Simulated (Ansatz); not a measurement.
**Density-of-states calculation, with input and output: CsPbCl$_{3}$**

System: CsPbCl$_{3}$ (Pm-3m, 5 atoms in the cell).
Method: DFT PBE, spin-orbit coupling, plane waves, PAW (Ansatz 0.2.0).

Figures and captions count atoms from 1; the log counts them from 0 in places.

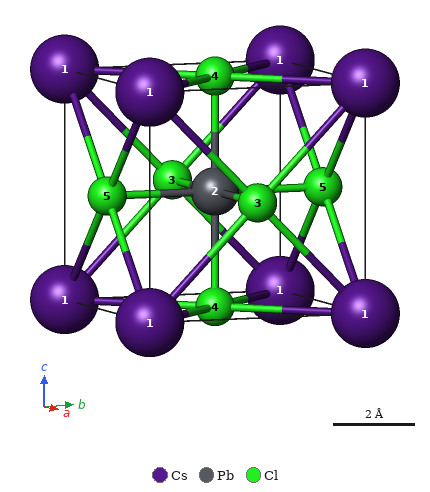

The structure as given in the input (ball-and-stick view of the cell of the calculation, seen slightly off an axis; atoms are numbered from 1 in the order of the input). An atom can appear more than once, as a periodic image.

### Results in brief

```tsv
quantity	value
outcome	converged
space group (tolerance 0.01 Å)	Pm-3m (221)
electrons treated	44
free energy	−20866.0297 eV
Fermi energy	3.623 eV
gap on the k-point mesh	0.98 eV
net moment of the cell	0.00 μB
integrated absolute moment	0.00 μB
pressure	−0.08 GPa
largest force (length of the vector)	under 0.001 eV/Å
hardware	4 threads of Arm Neoverse V2, 24 GiB of memory available, shared host
wall time	17 s (CPU time 64 s)
peak memory	1.1 GiB
```

### Input
```yaml
crystal:
  lattice:
    - [5.7356751395, 0.0, 0.0]
    - [0.0, 5.7356751395, 0.0]
    - [0.0, 0.0, 5.7356751395]
  atoms:
    - { symbol: Cs, position: [0.0, 0.0, 0.0] }
    - { symbol: Pb, position: [0.5, 0.5, 0.5] }
    - { symbol: Cl, position: [0.0, 0.5, 0.5] }
    - { symbol: Cl, position: [0.5, 0.5, 0.0] }
    - { symbol: Cl, position: [0.5, 0.0, 0.5] }
basis:
  ecutwfc: 420
  ecutrho_ratio: 4
kpoints:
  mp_grid: { grid: [6, 6, 6] }
hamiltonian:
  xc: pbe
scf:
  occupations: { method: gaussian, width: 0.05 }
output:
  forces: true
  stress: true
  eigenvalues: true
  populations: true
  dos: { projected: true, de: 0.02 }
  write_density: true
  write_potential: true
  elf: true
  volumetric_format: npy
magnetization:
  noncollinear: true
  spin_orbit: true
```

Command:
```bash
ansatz run input.yaml --threads 4 --pin off --max-ram 7168MiB --backend cpu --events-out ev --progress --plain --runs-dir out
```

### Output
```
Engine: ansatz 0.2.0, aarch64-unknown-linux-gnu
Pseudopotentials: kind: paw_fr
Pseudopotential: Cs, paw_fr, valence charge 9, recommended cutoff 420 eV (normal), Cs.paw.azcp#standard-fr
Pseudopotential: Pb, paw_fr, valence charge 14, recommended cutoff 420 eV (normal), Pb.paw.azcp#standard-fr
Pseudopotential: Cl, paw_fr, valence charge 7, recommended cutoff 420 eV (normal), Cl.paw.azcp#standard-fr
Functional definition: PBE
  parameter kappa = 0.804
  parameter beta = 0.06672455060314922
  exchange = pbe_x(kappa = kappa, mu = beta*pi^2/3)
  correlation = pbe_c(beta = beta)
non-collinear run that drives no moment, with spin-orbit: no starting moment large enough to seed its density (crystal.atoms[].spin), no starting occupations that ask for one, no magnetisation constraint and no magnetic field, so the semilocal B_xc is pinned to zero
Crystal: 5 atoms, lattice volume = 188.692 Å³
Basis set: ecut = 420 eV, 3743 PW (Γ), exchange–correlation on 80×80×80 points (8 copies of the dense FFT grid, shifted against one another)
Bands: 54, of which v1, the nominal top of the filled ones, is band 44 counted from 1 (43 counted from 0)
Symmetry: 48 space group operations + 48 with time reversal
Magnetic group: BNS 221.93 (UNI 1595), of the structure as read, at distance tolerance 5.7e-5 Å
k-points: 20 of 216
Projection manifold: j_resolved (fully-relativistic pseudo-atomic orbitals)
Non-local potential: Cs, projectors of the file, l = 0: 3, l = 1: 4, l = 2: 4, l = 3: 4
Non-local potential: Pb, projectors of the file, l = 0: 2, l = 1: 4, l = 2: 4, l = 3: 4
Non-local potential: Cl, projectors of the file, l = 0: 2, l = 1: 4, l = 2: 4
PAW form: soft (Blöchl's): semilocal exchange-correlation on the pseudo side does not see the compensation charge
PAW one-centre angular grid: Cs, 194 points (default); XC on 64 Gauss nodes
PAW one-centre angular grid: Pb, 590 points (default); XC on 96 Gauss nodes
PAW one-centre angular grid: Cl, 110 points (default); XC on 64 Gauss nodes
Initial density: superposition of atomic densities (chi_scale 0.1, normalization cell, long waves kept (reshape's long-wave potential 0.01 eV rms))
Initial wavefunctions: pseudopotential atomic-orbital guess
Functional: x = pbe(κ = 0.804, μ = 0.2195149727645171), c = pbe(β = 0.06672455060314922)
SCF iter   1: F=—  HF=-20867.116415 eV  |F-HF|=—  |Δ(HF+E_count)|=         —  Δρ=2.18e-2  dr2=2.18e0  dr2_m=0.00e0 (ungated)  ethr=3.10e-3  |M|=0.00e0 ∫|m|=0.00e0 μB  |m|>n=0.0e0 m-floor=0.0e0 τ_xc=0.0e0  β_m=0.30  ⟨swp⟩=11.6  Hψ=3198  notcnv=0  defer=2
preconditioner: auto → Resta (q_TF=auto, 2.140 Å⁻¹)  ε∞=3.1  [insulator: Δε(μ)=0.876 eV  Ē_g=11.551 eV  σ=0.050 eV  W_gap=1.00  n_scr=26 (ndim 8)  ℏωp=16.7 eV  f_vac=0.021  D(μ)=0.00/eV (n_scr^D=0)  ε∞_Penn≈3.1]
spin=Noncollinear: Resta preconditioning applied to the charge; magnetization (m_x, m_y, m_z) channels mix plain (no charge-response kernel on spin).
SCF iter   2: F=—  HF=-20866.626626 eV  |F-HF|=—  |Δ(HF+E_count)|=   4.90e-1  Δρ=1.50e-2  dr2=1.23e0  dr2_m=0.00e0 (ungated)  ethr=3.10e-3  |M|=0.00e0 ∫|m|=0.00e0 μB  |m|>n=0.0e0 m-floor=0.0e0 τ_xc=0.0e0  β_m=0.65  ⟨swp⟩=2.3  Hψ=698  notcnv=0  defer=80
SCF iter   3: F=—  HF=-20866.035739 eV  |F-HF|=—  |Δ(HF+E_count)|=   5.91e-1  Δρ=3.37e-3  dr2=4.18e-2  dr2_m=0.00e0 (ungated)  ethr=2.79e-3  |M|=0.00e0 ∫|m|=0.00e0 μB  |m|>n=0.0e0 m-floor=0.0e0 τ_xc=0.0e0  β_m=0.74  ⟨swp⟩=4.2  Hψ=1342  notcnv=0  defer=90
SCF iter   4: F=—  HF=-20866.028657 eV  |F-HF|=—  |Δ(HF+E_count)|=   7.08e-3  Δρ=1.28e-3  dr2=4.97e-3  dr2_m=0.00e0 (ungated)  ethr=9.50e-5  |M|=0.00e0 ∫|m|=0.00e0 μB  |m|>n=0.0e0 m-floor=0.0e0 τ_xc=0.0e0  β_m=0.87  ⟨swp⟩=3.5  Hψ=1064  notcnv=0  defer=100
SCF iter   5: F=—  HF=-20866.029579 eV  |F-HF|=—  |Δ(HF+E_count)|=   9.21e-4  Δρ=2.10e-4  dr2=1.04e-4  dr2_m=0.00e0 (ungated)  ethr=1.13e-5  |M|=0.00e0 ∫|m|=0.00e0 μB  |m|>n=0.0e0 m-floor=0.0e0 τ_xc=0.0e0  β_m=0.93  ⟨swp⟩=2.5  Hψ=956  notcnv=0  defer=98
SCF iter   6: F=—  HF=-20866.029729 eV  |F-HF|=—  |Δ(HF+E_count)|=   1.50e-4  Δρ=5.11e-5  dr2=6.25e-6  dr2_m=0.00e0 (ungated)  ethr=2.36e-7  |M|=0.00e0 ∫|m|=0.00e0 μB  |m|>n=0.0e0 m-floor=0.0e0 τ_xc=0.0e0  β_m=0.93  ⟨swp⟩=2.0  Hψ=873  notcnv=0  defer=98
SCF iter   7: F=—  HF=-20866.029658 eV  |F-HF|=—  |Δ(HF+E_count)|=   7.15e-5  Δρ=1.21e-5  dr2=2.27e-7  dr2_m=0.00e0 (ungated)  ethr=1.42e-8  |M|=0.00e0 ∫|m|=0.00e0 μB  |m|>n=0.0e0 m-floor=0.0e0 τ_xc=0.0e0  β_m=0.92  ⟨swp⟩=2.0  Hψ=936  notcnv=0  defer=98
SCF iter   8: F=-20866.029658 eV  HF=-20866.029658 eV  |F-HF|=1.25e-8  |Δ(HF+E_count)|=   2.60e-7  Δρ=2.13e-6  dr2=9.51e-9  dr2_m=0.00e0 (ungated)  ethr=2.27e-10  |M|=0.00e0 ∫|m|=0.00e0 μB  |m|>n=0.0e0 m-floor=0.0e0 τ_xc=0.0e0  ⟨swp⟩=20.4  Hψ=4867  notcnv=0
SCF 1 converged in 8 iterations: F = -20866.029658 eV  dr2 = 9.51e-9
  greatest PAW one-centre occupation: 0.981 electrons in one spin orbital (limit 2), on the Pb atom at site 1 (counted from 0), in its partial waves of l = 2
```

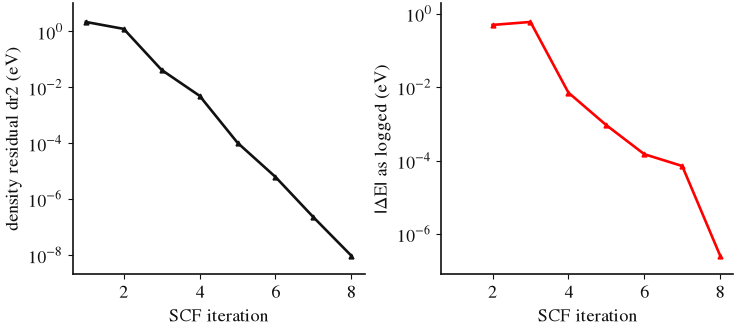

Convergence of the self-consistent field: density residual dr2 and size of the energy change against the SCF iteration. The residual falls at every step.

```
SCF converged after 8 iterations
Magnetization: |M| = 0.0000 μB,  M = (+0.0000, +0.0000, +0.0000) μB
Absolute magnetization: 0.0000 μB (∫|m|)
  site 0: m = (+0.0000, +0.0000, +0.0000) μB, |m| = 0.0000 μB  (R = 1.67 Å)
  site 1: m = (+0.0000, +0.0000, +0.0000) μB, |m| = 0.0000 μB  (R = 1.18 Å)
  site 2: m = (+0.0000, +0.0000, +0.0000) μB, |m| = 0.0000 μB  (R = 1.18 Å)
  site 3: m = (+0.0000, +0.0000, +0.0000) μB, |m| = 0.0000 μB  (R = 1.18 Å)
  site 4: m = (+0.0000, +0.0000, +0.0000) μB, |m| = 0.0000 μB  (R = 1.18 Å)
Free energy (F): -20866.029658 eV
Harris-Foulkes:  -20866.029658 eV  (|F-HF|=1.25e-8)
Internal energy: -20866.029658 eV  (E = F + TS)
E sigma→0 (E₀):  -20866.029658 eV
Fermi energy:    3.623273 eV
--- Per-component energies (eV) ---
  E_band       = -258.840081
  E_kinetic    = 911.189216
  E_local      = -2749.606337  (includes V_loc(G=0)·N_el)
  E_nonlocal   = 466.019952
  E_hartree    = 1039.871708
  E_xc         = -717.172124
  E_vxc        = -625.439735  (∫ρ·V_xc dr)
  E_paw        = -17490.360861  (= ΣΔE_a)
  E_vpaw       = -340.744648  (= ΣTr[D̂ρ^β])
  E_aug_tail   = 0.000321  (compensation charges beyond the density's cutoff)
  E_ewald      = -2325.971533
  E_smearing   = -0.000000  (= −TS)
  E_closure    = -0.000000  (closes the sum)
  Σ components = -20866.029658   (vs F -20866.029658, Δ=0.00e0)
--- Forces (eV/Å), atoms counted from 1 ---
  atom   1  Cs    -0.00000000     0.00000000     0.00000000
  atom   2  Pb     0.00000000    -0.00000000    -0.00000000
  atom   3  Cl     0.00000000    -0.00000000    -0.00000000
  atom   4  Cl     0.00000000    -0.00000000    -0.00000000
  atom   5  Cl    -0.00000000    -0.00000000     0.00000000
  max |Σ_I F_I| component: 7.30e-29 eV/Å
--- Stress (GPa, compression-positive) ---
       -0.084337       0.000000       0.000000
        0.000000      -0.084337       0.000000
       -0.000000       0.000000      -0.084337
  P = ⅓ Tr σ = -0.0843 GPa (-0.843 kbar)
--- Band table (eV; the first three rows and the last of 20) ---
  k-point 0: bands = ["-17.8974", "-17.8974", "-14.6857", "-14.6857", "-14.6857", "-14.6857", "-12.2719", "-12.2719", "-12.2719", "-12.2719", "-12.0731", "-12.0731", "-11.4421", "-11.4421", "-10.6950", "-10.6950", "-10.6950", "-10.6950", "-5.8382", "-5.8382", "-4.2167", "-4.2167", "-4.2167", "-4.2167", "-3.2460", "-3.2460", "-1.1812", "-1.1812", "-0.8257", "-0.8257", "-0.8257", "-0.8257", "0.9529", "0.9529", "0.9529", "0.9529", "0.9543", "0.9543", "1.0105", "1.0105", "1.0981", "1.0981", "1.0981", "1.0981", "6.7759", "6.7759", "7.8012", "7.8012", "7.8472", "7.8472", "7.8472", "7.8472", "8.7167", "8.7167"]
  k-point 1: bands = ["-17.8971", "-17.8971", "-14.6858", "-14.6858", "-14.6821", "-14.6821", "-12.2719", "-12.2719", "-12.2511", "-12.2511", "-12.0733", "-12.0733", "-11.4138", "-11.4138", "-10.7616", "-10.7616", "-10.6947", "-10.6947", "-5.8364", "-5.8364", "-4.2144", "-4.2144", "-4.2122", "-4.2122", "-3.5162", "-3.5162", "-1.0819", "-1.0819", "-0.8098", "-0.8098", "-0.4110", "-0.4110", "0.9223", "0.9223", "0.9325", "0.9325", "0.9482", "0.9482", "0.9882", "0.9882", "1.0735", "1.0735", "1.0903", "1.0903", "6.9918", "6.9918", "7.4817", "7.4817", "8.0207", "8.0207", "8.0222", "8.0222", "8.7901", "8.7901"]
  k-point 2: bands = ["-17.8964", "-17.8964", "-14.6858", "-14.6858", "-14.6750", "-14.6750", "-12.2718", "-12.2718", "-12.2083", "-12.2083", "-12.0738", "-12.0738", "-11.3214", "-11.3214", "-10.9320", "-10.9320", "-10.6940", "-10.6940", "-5.8329", "-5.8329", "-4.2100", "-4.2100", "-4.2029", "-4.2029", "-3.8896", "-3.8896", "-1.0180", "-1.0180", "-0.7771", "-0.7771", "0.2966", "0.2966", "0.8615", "0.8615", "0.8931", "0.8931", "0.9442", "0.9442", "0.9497", "0.9497", "1.0233", "1.0233", "1.2897", "1.2897", "6.4842", "6.4842", "7.6442", "7.6442", "8.4196", "8.4196", "8.4240", "8.4240", "8.5667", "8.5667"]
  k-point 19: bands = ["-17.8937", "-17.8937", "-14.6641", "-14.6641", "-14.6641", "-14.6641", "-12.1102", "-12.1102", "-12.1102", "-12.1102", "-12.0759", "-12.0759", "-11.1054", "-11.1054", "-11.0887", "-11.0887", "-11.0887", "-11.0887", "-5.8657", "-5.8657", "-5.2674", "-5.2674", "-4.2648", "-4.2648", "-4.2648", "-4.2648", "0.4406", "0.4406", "0.4406", "0.4406", "0.4458", "0.4458", "0.7979", "0.7979", "0.7979", "0.7979", "1.3013", "1.3013", "1.3679", "1.3679", "1.3679", "1.3679", "3.1342", "3.1342", "4.1123", "4.1123", "5.7719", "5.7719", "5.7719", "5.7719", "8.5319", "8.5319", "8.8434", "8.8434"]
--- Löwdin populations: 5 sites ---
  site symbol       q [e]
     0     Cs      8.1878
     1     Pb     13.2620
     2     Cl      7.4755
     3     Cl      7.4755
     4     Cl      7.4755
  spilling = 0.002814 (of n_electrons = 44.000000)
```

### File populations.tsv
```
# site	symbol	l	j	q
# orbitals = lowdin
# n_electrons = 44.000000
# spilling = 0.002814
0	Cs	0_5S	0.5	1.994677
0	Cs	0_6S	0.5	0.204821
0	Cs	1_5P	0.5	1.996434
0	Cs	1_5P	1.5	3.991849
1	Pb	0_6S	0.5	1.948068
1	Pb	1_6P	0.5	0.514143
1	Pb	1_6P	1.5	0.802304
1	Pb	2_5D	1.5	3.999215
1	Pb	2_5D	2.5	5.998306
2	Cl	0_3S	0.5	1.907854
2	Cl	1_3P	0.5	1.867408
2	Cl	1_3P	1.5	3.700199
3	Cl	0_3S	0.5	1.907854
3	Cl	1_3P	0.5	1.867408
3	Cl	1_3P	1.5	3.700199
4	Cl	0_3S	0.5	1.907854
4	Cl	1_3P	0.5	1.867408
4	Cl	1_3P	1.5	3.700199
```

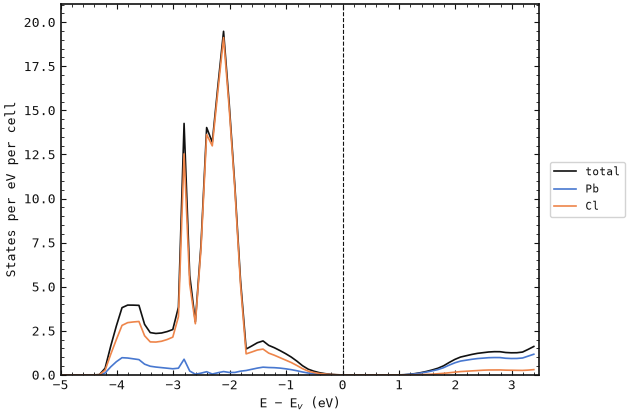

Density of states (projected on Löwdin-orthogonalised atomic shells), with energies from the valence-band top. There is a gap of 0.98 eV on the k-point mesh.

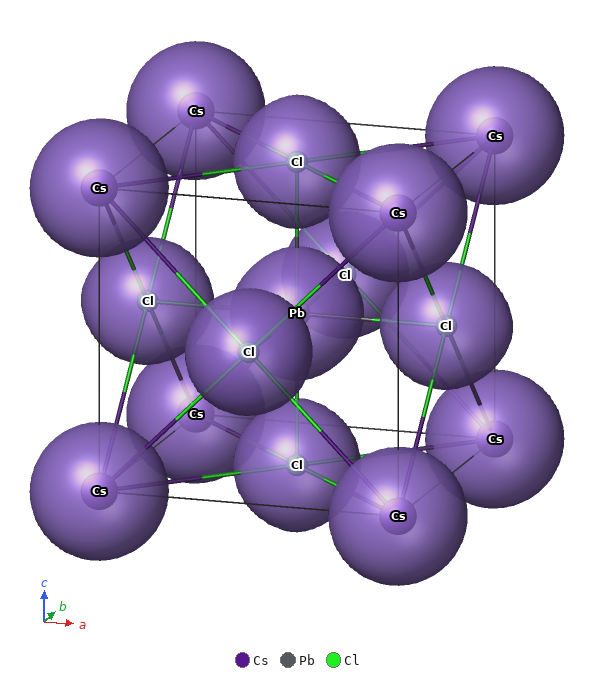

Isosurface of the valence electron density at 0.3 e/Å³ (purple), seen slightly off an axis. Sticks mark near contacts. The outline is the cell set on symmetry axes. At this value the density breaks into separate islands; it holds about 75 % of the electrons treated as valence (semicore included). It is pinched off along the Pb–Cl (2.87 Å) and Cs–Cl (4.06 Å) contacts. On the grid the lowest density along these lines, outside the cores, is 0.23 e/Å³ (Pb–Cl, 2.87 Å) and 0.02 e/Å³ (Cs–Cl, 4.06 Å). The fields are those of the smooth PAW valence density.

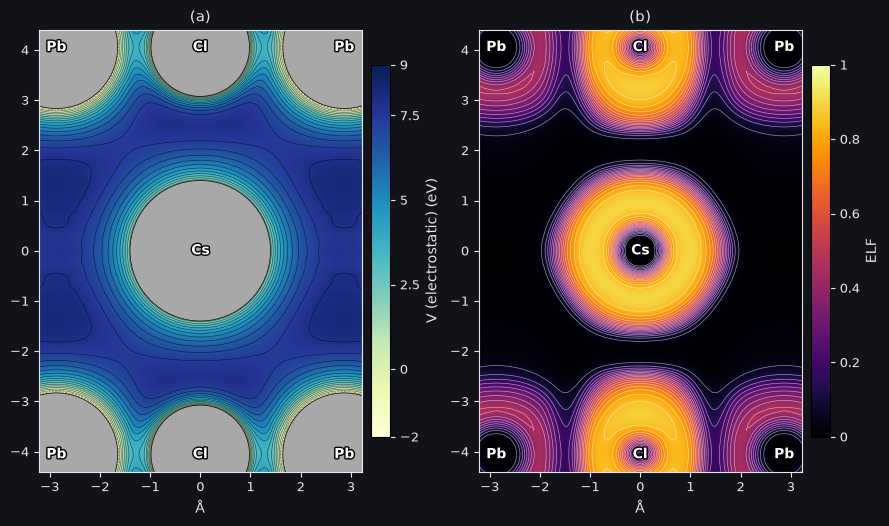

(a) electrostatic potential energy of an electron; (b) ELF on the (101̄) plane of the conventional cell. Grey discs, where drawn, cover atomic cores. Atoms in the plane: Cs, Pb and Cl. Pb–Cl (2.87 Å): the ELF peaks at about 0.85 in the valence shell of Cl, 0.8 Å from its nucleus, and drops to about 0.20 between the two atoms. Cs–Cl (4.06 Å): the ELF is about 0 at the midpoint (two separate closed shells). The strong features right at Cs lie inside the PAW spheres (semicore, d or f shells) and say nothing about bonding. Outside the cores the potential energy rises away from the atoms and is highest about 2.2 Å from the nearest atoms; outside the discs it spans about 9 eV, and its zero is arbitrary.
